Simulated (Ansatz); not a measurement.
# The perfect Nb wire along [100], 9 atoms a period, part 2 of 2

Wanted: the relaxed geometry and the bands of the Nb wire along [100], 9 atoms a period.

Ansatz 0.2.0; DFT PBE, plane waves, PAW; relaxation of a wire's period; PAW set soft_1 (the session's first sound run).

So far: Starting point; Relaxing the period.

**2. Relaxing the period (continued)**

Step by step:

```
step  energy less that of the first step (eV)  largest force component (eV/Å)  pressure (GPa)  volume (Å³)
   1                                   0.0000                          1.8383           -4.58       596.12
   2                                  -1.3371                          0.2584           -0.38       574.99
   3                                  -1.3157                          0.2823            0.15       545.27
   4                                  -1.4383                          0.0178           -0.06       561.38
   5                                  -1.4385                          0.0069            0.02       560.89
  6*                                  -1.4374                          0.0070            0.02       560.89
```

Relaxation steps marked * repeat the geometry before them on a plane-wave basis chosen anew for their cell, so energy and pressure can jump there. Relaxation step 3 was tried and not accepted.

Forces are held to the 16 operations that the run works with; a distortion that breaks them can't arise in this run.

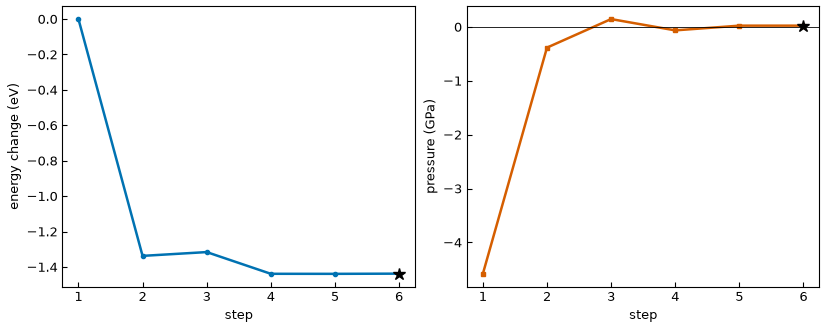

Energy and pressure along the relaxation. Stars mark steps on a basis chosen anew.

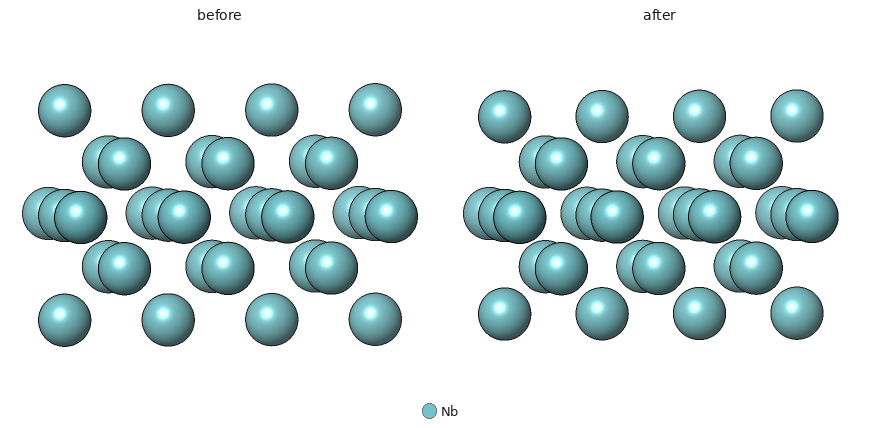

The structure before and after the relaxation, drawn at the same scale.

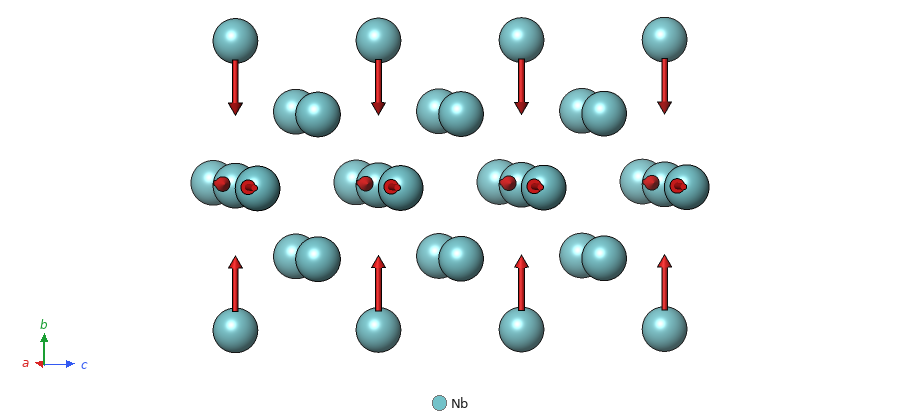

Displacements in the relaxation, exaggerated, measured against the changing cell; the longest in the cell stands for 0.19 Å. 1×1×3 cells are drawn. Some periodic images of atoms are drawn too.

```csv
cell as run,before,after,change
c (Å),3.310,3.114,-5.9 %
```

The atoms that moved most (Å, along periodic axes as changes of fractional coordinates times the final cell, across vacuum about the mean position):

```
atom      dx      dy     dz  length
 Nb4   0.000  -0.194  0.000   0.194
 Nb5  -0.194   0.000  0.000   0.194
 Nb2   0.000   0.194  0.000   0.194
 Nb1   0.194   0.000  0.000   0.194
```

This step gave:

```yaml
energy_at_zero_smearing: -40959.2822 eV
cell_length_along_the_wire: 3.114 Å
```

The cell's length comes to 3.114 Å with spin left out.

**3. The perfect wire**

This step: DFT PBE, plane waves, PAW; bands of a perfect wire; PAW set soft_1 (Ansatz 0.2.0).

At the relaxed period the bands are computed along the axis; those that cross an energy going forward count the channels that a perfect wire would open there.

Contents of input.yaml:

```yaml
crystal:
  lattice:
    - [13.42, 0.0, 0.0]
    - [0.0, 13.42, 0.0]
    - [0.0, 0.0, 3.1144135943]
  atoms:
    - { symbol: Nb, position: [0.26784012, 0.5, 0.0] }
    - { symbol: Nb, position: [0.5, 0.26784012, 0.0] }
    - { symbol: Nb, position: [0.5, 0.5, 0.0] }
    - { symbol: Nb, position: [0.5, 0.73215988, 0.0] }
    - { symbol: Nb, position: [0.73215988, 0.5, 0.0] }
    - { symbol: Nb, position: [0.376690872, 0.376690872, 0.5] }
    - { symbol: Nb, position: [0.376690872, 0.623309128, 0.5] }
    - { symbol: Nb, position: [0.623309128, 0.376690872, 0.5] }
    - { symbol: Nb, position: [0.623309128, 0.623309128, 0.5] }
kpoints:
  mp_grid: { grid: [1, 1, 26] }
  band_path: { path: ["Γ", Z], npoints: 90 }
scf:
  occupations: { method: fermi_dirac, width: 0.05 }
hamiltonian:
  xc: pbe
  pseudopotentials: { kind: paw, azcp: { folder: soft_1 } }
output:
  dos: { e_range: [-5, 4] }
  write_potential: true
  write_density: true
  volumetric_format: npy
```

Launch:

```console
$ ansatz run input.yaml --threads 4 --pin off --max-ram 16384MiB --backend cpu --events-out ev --progress --plain --runs-dir out
```

Numbers of over 12 decimals in the logs are rounded to 6 here.

Output:

```text
[...]
Crystal: 9 atoms, lattice volume = 560.895 Å³
Basis set: ecut = 420 eV, 10975 PW (Γ)
Bands: 71, of which v1, the nominal top of the filled ones, is band 59 counted from 1 (58 counted from 0)
Symmetry: 16 space group operations
[...]
k-points: 14 of 26
[...]
SCF iter   1: F=—  HF=-40970.544477 eV  |F-HF|=—  |Δ(HF+E_count)|=         —  Δρ=4.96e-2  dr2=8.30e1  ethr=3.10e-3  ⟨swp⟩=10.0  Hψ=4717  notcnv=0  defer=1
[...]
SCF iter  11: F=-40959.343665 eV  HF=-40959.343665 eV  |F-HF|=2.83e-8  |Δ(HF+E_count)|=   3.11e-7  Δρ=1.97e-6  dr2=2.60e-8  ethr=8.55e-11  ⟨swp⟩=13.7  Hψ=3708  notcnv=0
SCF 1 converged in 11 iterations: F = -40959.343665 eV  dr2 = 2.60e-8
[...]
NSCF: frozen V_eff on 91 k-points
WARN: The output density's exchange-correlation potential varies sharply where the density is thin. Do not read a vacuum level from v_tot or v_xc, or from such a field of the output density. On a cell that repeats whose density bears no net charge and no dipole along the vacuum's axis use v_es (v_loc + v_h of the components); under efield.dipole_correction with no amplitude use v_es + v_field, which holds any externa [...]
SCF converged after 11 iterations
Free energy (F): -40959.343665 eV
[...]
Internal energy: -40959.235896 eV  (E = F + TS)
E sigma→0 (E₀):  -40959.289780 eV
Entropy (-TS):   -0.107769 eV (-11.974 meV/atom)
Fermi energy:    2.608978 eV
[...]
--- Band table (eV; the first three rows and the last of 14) ---
  k-point 0: bands = [... 55 lower, 2.1381, 2.1445, 2.5380, 2.9546, 3.0691, 3.0691, 3.0935, 3.2248, ... 8 higher]
  k-point 1: bands = [... 55 lower, 2.1607, 2.3882, 2.6558, 2.8733, 3.0425, 3.0425, 3.0511, 3.2757, ... 8 higher]
  k-point 2: bands = [... 55 lower, 2.2081, 2.6626, 2.6760, 2.8791, 2.9441, 2.9646, 2.9646, 3.3865, ... 8 higher]
  k-point 13: bands = [... 55 lower, 2.1018, 2.4228, 2.7453, 2.7453, 3.0712, 3.1414, 3.7448, 3.7448, ... 8 higher]
```

Elapsed: 43 s, on 4 threads of Arm Neoverse V1, shared host; peak memory 2.1 GiB; 2.9 min of CPU time.

Numbers from this step:

| Item | Value |
| --- | --- |
| energy at zero smearing | -40959.2898 eV |
| band gap | 0 eV |

Electronic bands along the path, in eV, zero at the Fermi level:

```csv
point,band 56,band 57,band 58,band 59,band 60,band 61,band 62,band 63
Γ,-0.47,-0.46,-0.07,0.35,0.46,0.46,0.48,0.62
Z,-0.51,-0.19,0.14,0.14,0.46,0.53,1.14,1.14
```

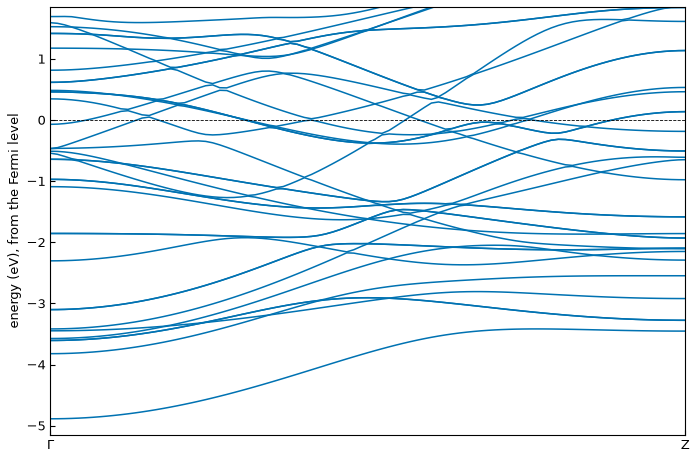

Electronic bands along the path.

Between Γ and Z the bands cross the Fermi level 13 times, so a perfect wire would conduct at least 13 G₀, with spin left out.

**4. Outcome**

```json
{"cell length, PBE": "3.114 Å", "ballistic conductance by band crossings, a lower bound, PBE": "13 G₀"}
```

**Reading.** Under PBE the cell's length is 3.11 Å, and the bands cross the Fermi level 13 times between Γ and Z, which gives a perfect wire at least 13 G₀ (opposite crossings within one step of the path cancel in such a count). No spin was allowed, though thin wires with open d shells can turn magnetic.

[Logs are printed without paths, hosts, clocks, repeated set-up lines and the standing remarks that a program may print on its own settings, such as how far it seeks lower states.]

[Hosts, paths, dates, database ids (printed as entryN), source tags and the programs' standing remarks are cut or masked in the printed files.]
